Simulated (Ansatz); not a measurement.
## Pb: an electron-density study

Space group C2/m. This isn't the usual form at ambient conditions. The cell comes from a database of computed structures, not from a measurement.

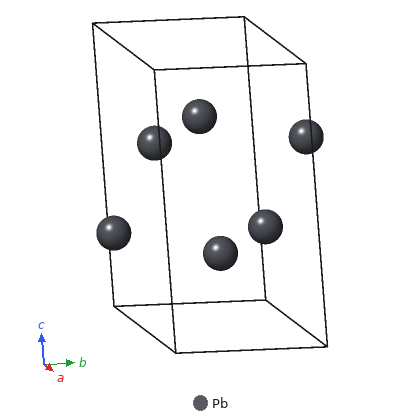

The conventional cell.

```
CELL_PARAMETERS angstrom
6.07721 0.00000 0.00000
0.00000 3.50064 0.00000
-2.11546 0.00000 6.09522
ATOMIC_POSITIONS crystal
Pb 0.09149 0.00000 0.27371
Pb 0.59149 0.50000 0.27371
Pb 0.40851 0.50000 0.72629
Pb 0.90851 0.00000 0.72629
```

Theory: Ansatz, DFT PBE, scalar-relativistic, plane waves, PAW.

Core electrons are frozen (PAW), so the maps are meaningful between the atoms, not at the nuclei.

### 1. Bonding charge

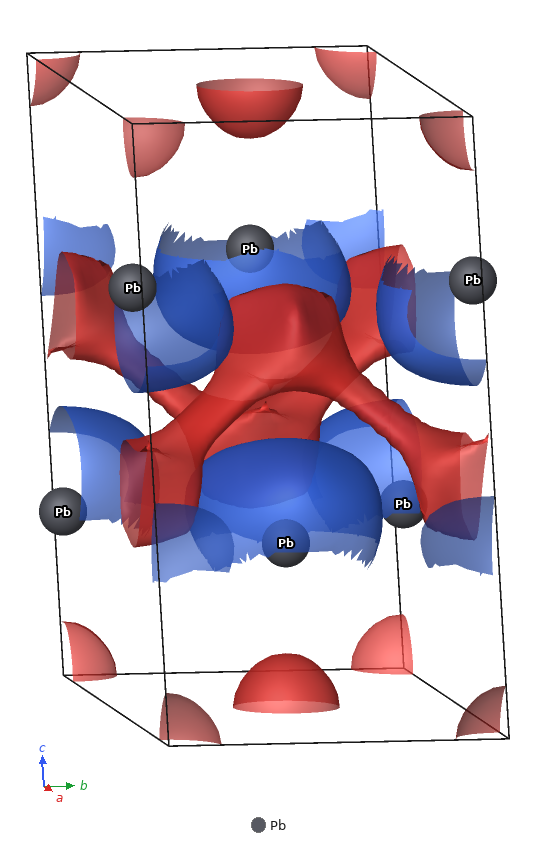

Bonding charge density, ρ(crystal) − Σ ρ(neutral atoms): red surfaces at +0.01 and blue ones at −0.01 e/Å³, in the conventional cell seen slightly off an axis (the regions close to the nuclei are left out). Cores are masked to 0.9 Å (Pb).

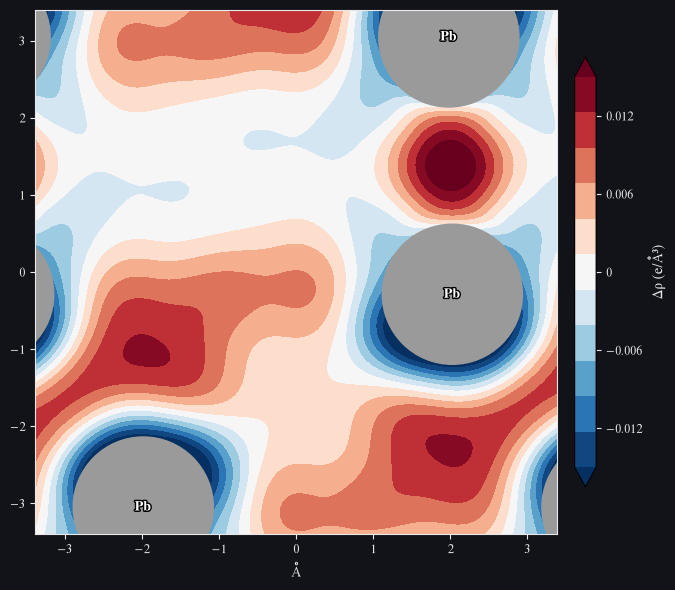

Second picture: a map on the (010) plane of the conventional cell, with grey discs over the atomic cores.

Question: Read the map: where is density gained and where lost?

Answer: Pb–Pb (3.34 Å): Δρ is +0.019 e/Å³ at the midpoint.
- Over the whole cell, outside the masked cores, the largest gain, 0.019 e/Å³, lies 1.7 Å from a lead nucleus, and the largest loss lies at the edge of the masked core of Pb.
- In all about 0.08 e an atom is rearranged against the free atoms.

### 2. One group of states

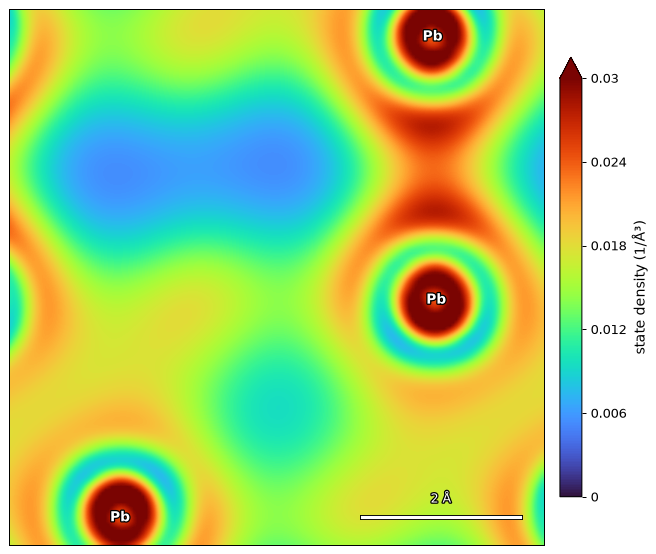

Density of the Kohn–Sham states from −2.7 to −1.3 eV about the Fermi level (the middle third of the occupied valence band), scaled to one electron a cell: a map on the (010) plane of the conventional cell.

Question: Which atoms and orbitals make up these states?

Answer: Löwdin projections on the PAW files' atomic orbitals give Pb 6p (90 %) and Pb 6s (10 %). At the bottom of an sp band the diffuse p orbitals of such a set take a share of s-like charge between the atoms, so the p share there is overstated.

### 3. Moving an atom

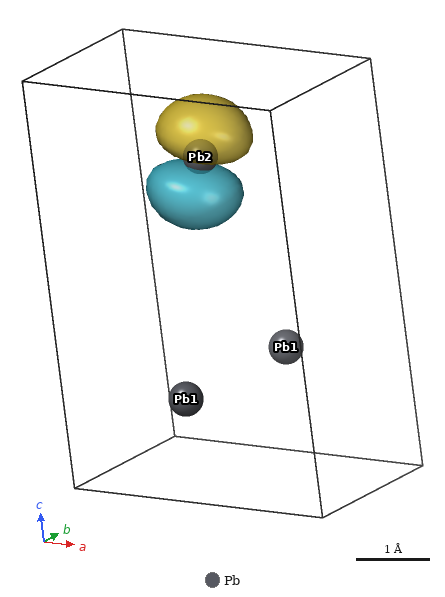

Pb: one atom of the 2-atom cell (and its periodic copies) was moved a little. Density after less density before, yellow at +0.5 and cyan at −0.5 e/Å³, seen slightly off an axis; cell a = 3.51 Å, b = 3.51 Å, c = 6.45 Å, α = 106.51°, β = 106.51°, γ = 59.89°. The lobes lie largely inside the PAW sphere, where the density is a smoothed one.

Question: Find the displaced atom and its direction.

Answer: Pb2 moved towards the yellow lobe, upwards in the picture. In the run the shift was 0.15 Å roughly along [0 1 2] in the axes of the cell drawn.

Question: How much does the computed force on the atom change?

Answer: The force on it changes by 0.37 eV/Å along the move, against it: a stiffness of about 2.5 eV/Å² for this sublattice shift.

### 4. Change of volume

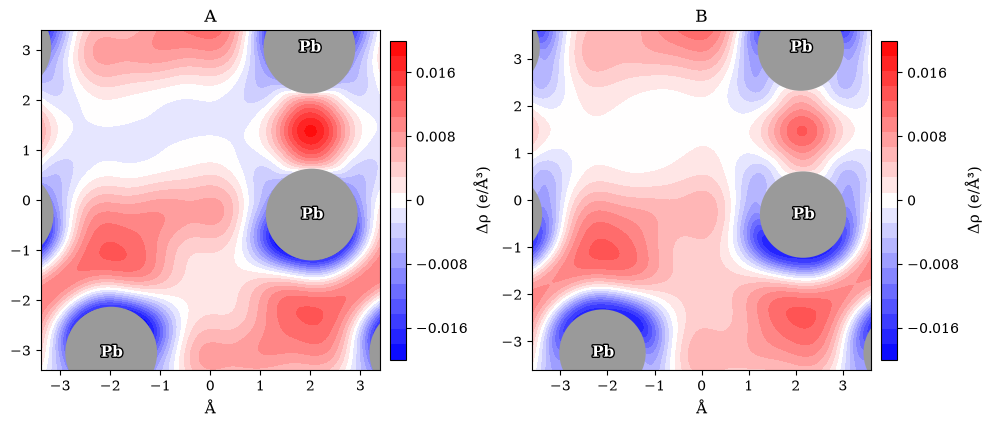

Pb: deformation density on the (010) plane of the conventional cell at two volumes, with the same fractional coordinates and one colour scale. Grey discs cover the cores.

Question: Which panel is the larger cell, by how much, and what changes?

Answer: B is the larger cell: B has 120 % of the volume of A.
- From A to B, Pb–Pb goes from 3.34 to 3.55 Å, and Δρ at its midpoint from +0.019 to +0.013 e/Å³.
- The pressure is 1.0 GPa in A and −4.0 GPa in B.
- The rearranged charge is 0.08 e an atom in A and 0.09 e in B.

### 5. Putting it together

The two pressures give a mean stiffness −ΔP/Δln V of about 28 GPa over this range, with the atoms held at their fractional positions.
